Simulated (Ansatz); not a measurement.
Structure data:

```yaml
crystal:
  lattice:
    - [3.52841, 0.00000, 0.00000]
    - [0.00000, 3.56456, 0.00000]
    - [0.00000, 0.00000, 24.54334]
  atoms:
    - { symbol: Ti, position: [0.50000, 0.25000, 0.31248] }
    - { symbol: Si, position: [0.00000, 0.75000, 0.31826] }
    - { symbol: Si, position: [0.00000, 0.25000, 0.39008] }
    - { symbol: Ti, position: [0.50000, 0.75000, 0.41863] }
    - { symbol: Si, position: [0.50000, 0.25000, 0.49932] }
    - { symbol: Si, position: [0.00000, 0.75000, 0.50068] }
    - { symbol: Ti, position: [0.00000, 0.25000, 0.58138] }
    - { symbol: Si, position: [0.50000, 0.75000, 0.60992] }
    - { symbol: Si, position: [0.50000, 0.25000, 0.68174] }
    - { symbol: Ti, position: [0.00000, 0.75000, 0.68752] }
```

**Summarise the structure in words.**

Its composition is Ti$_{2}$Si$_{3}$. With Z = 2, the cell contains 4 Ti, 6 Si. Ti takes two kinds of site: two a cell with six Si at 2.51 to 2.60 Å; two a cell with ten Si at 2.60 to 3.03 Å. Si takes three kinds of site: two a cell with six Ti and two Si (2.51 to 3.03 Å to Ti, 2.51 Å to Si); two a cell with six Ti and two Si (2.60 Å to Ti, 2.51 Å to Si); two a cell with four Ti and four Si (2.66 to 2.68 Å to Ti, 2.51 Å to Si). Not all metal-metal contacts are counted. The bonds build Ti2Si3 layers parallel to (001).

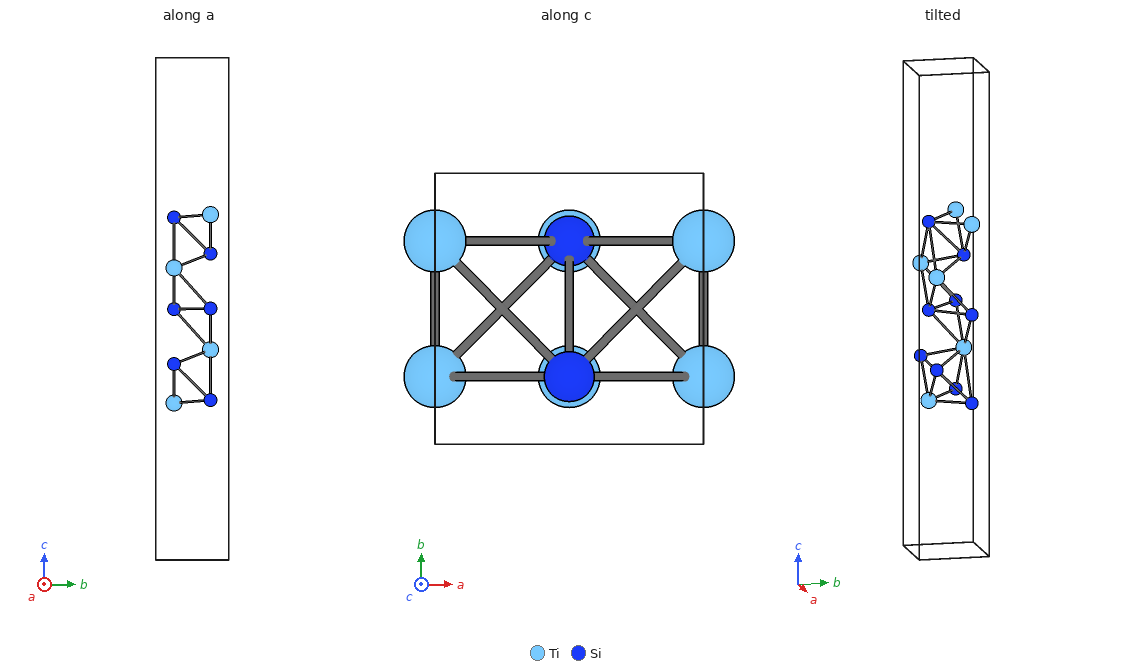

Crystal structure, ball-and-stick style, seen along the a axis, along the c axis and slightly off an axis. The parallelepiped is the simulation cell.

The initial geometry was a structure listed in the Materials Project, from which a slab was cut. The atoms were relaxed in a fixed cell with DFT r2SCAN, scalar-relativistic, plane waves, PAW (Ansatz 0.2.0).
